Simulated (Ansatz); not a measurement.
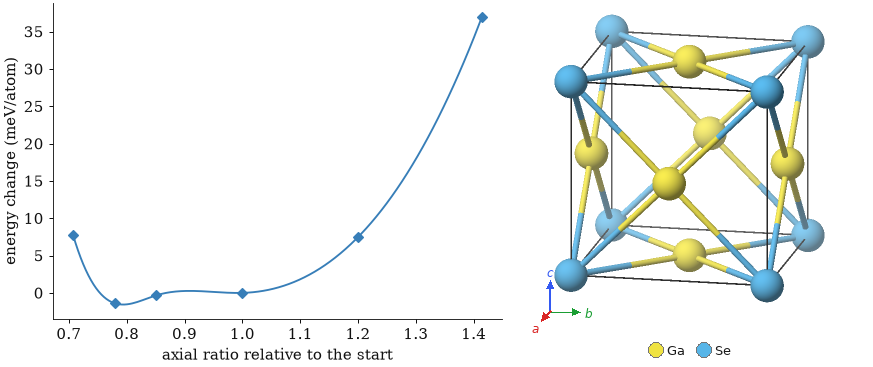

The plot gives the computed energy change against relative axial ratio for Ga₃Se, space group Pm-3m (No. 221). The cell is drawn beside the plot.

Structure:
```yaml
crystal:
  lattice:
    - [4.22492, 0.00000, 0.00000]
    - [0.00000, 4.22492, 0.00000]
    - [0.00000, 0.00000, 4.22492]
  atoms:
    - { symbol: Ga, position: [0.00000, 0.50000, 0.50000] }
    - { symbol: Ga, position: [0.50000, 0.00000, 0.50000] }
    - { symbol: Ga, position: [0.50000, 0.50000, 0.00000] }
    - { symbol: Se, position: [0.00000, 0.00000, 0.00000] }
```

Method: deformation of a crystal at fixed volume, lengths along the axis scaled against those across it, fractional coordinates fixed, by plane-wave density functional theory with PAW datasets, free energies less that of the undisturbed cell, pressure positive in compression; scalar-relativistic (Ansatz 0.2.0). Level: PBEsol with D3(BJ), no spin polarisation.

wave cutoff 420 eV; k mesh 12×12×12; occupations Gaussian; smearing width 0.15 eV; k shift (0, 0, 0) (mesh steps); start relaxed; path tetragonal; axis direction (0, 0, 1) (Cartesian unit vector).

From this curve and the settings, what does the calculation give for the pressure at the same points?

The pressure goes from −2.289 GPa at relative axial ratio 0.707 to −0.060 GPa at 1.414, not monotonically, with a high of 0.090 GPa at 1.000.

```
axial ratio relative to the start  pressure (GPa)
                            0.707          -2.289
                            0.780          -1.645
                            0.850          -0.714
                            1.000           0.090
                            1.200          -0.345
                            1.414          -0.060
```

Caveats: no spin polarisation, a magnetic state may lie lower.
